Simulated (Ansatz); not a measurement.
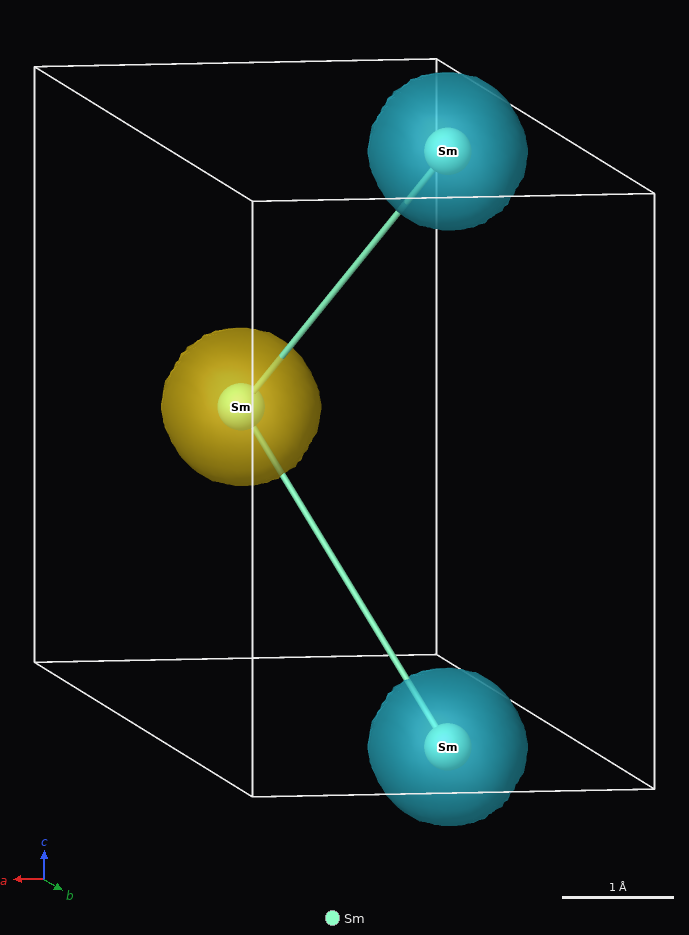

The picture shows: Sm. Isosurfaces of the magnetisation density (up minus down) at +0.8 (yellow) and −0.8 e/Å³ (cyan), seen at an oblique angle. Sticks mark near contacts.

Space group P6₃/mmc; the SCF solution may not be the lowest one; no Hubbard U on the f states and no spin–orbit coupling; the program warned that another magnetic order may lie lower; spin-polarised.

The calculation used Ansatz, Kohn-Sham DFT of a periodic cell, PBEsol, Ansatz PAW.

### Where is the spin, and how is it ordered?

The spin density sits on Sm: +5.9 μB and −5.9 μB in one cell of 2 atoms: antiferromagnetic in this solution, which needn't be the ground state, with some nearest magnetic neighbours parallel and some opposed. The cell of the calculation (2 atoms) carries 0.0 μB of net spin moment.
